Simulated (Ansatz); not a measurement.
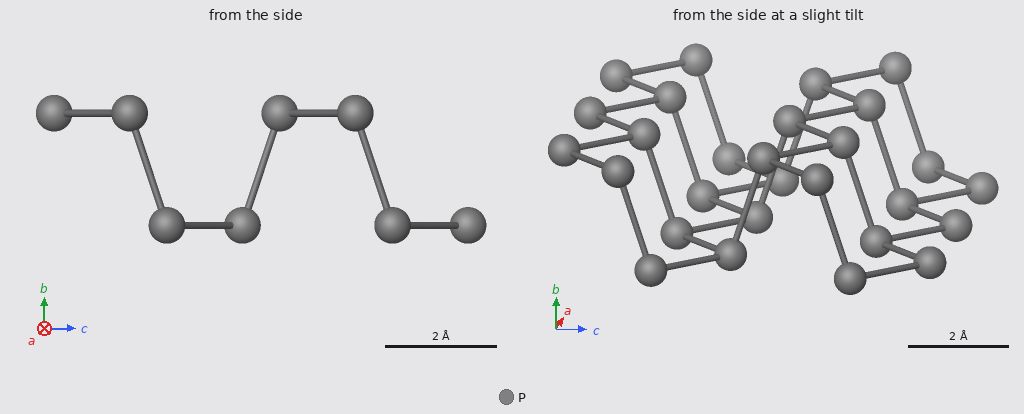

A ball-and-stick picture of a periodic sheet, seen from the side and from the side at a slight tilt. The surface normal points up in side views; the vacuum is left out. 3×2 cells are drawn in the plane, with atoms at the edges repeated.

The cell holds 4 P.

Q: Estimate the thickness.

A: About 2.0 Å from the lowest to the highest atom.

Q: Give the sequence of planes from the top.

A: Two planes: P / P.

Q: What bonds hold it together?

A: Each P is bonded to three P in a trigonal pyramidal arrangement at about 2.1 Å. The bonds build P layers parallel to the surface.

Starting structure: a structure listed in the Materials Project. The cell was then strained or its atoms displaced on purpose. Ansatz was used for an electronic-structure calculation on it.

At this level of theory the run's own cell isn't at rest (forces up to 1.9 eV/Å), so its distances can differ from those at equilibrium, the more so the softer the solid.
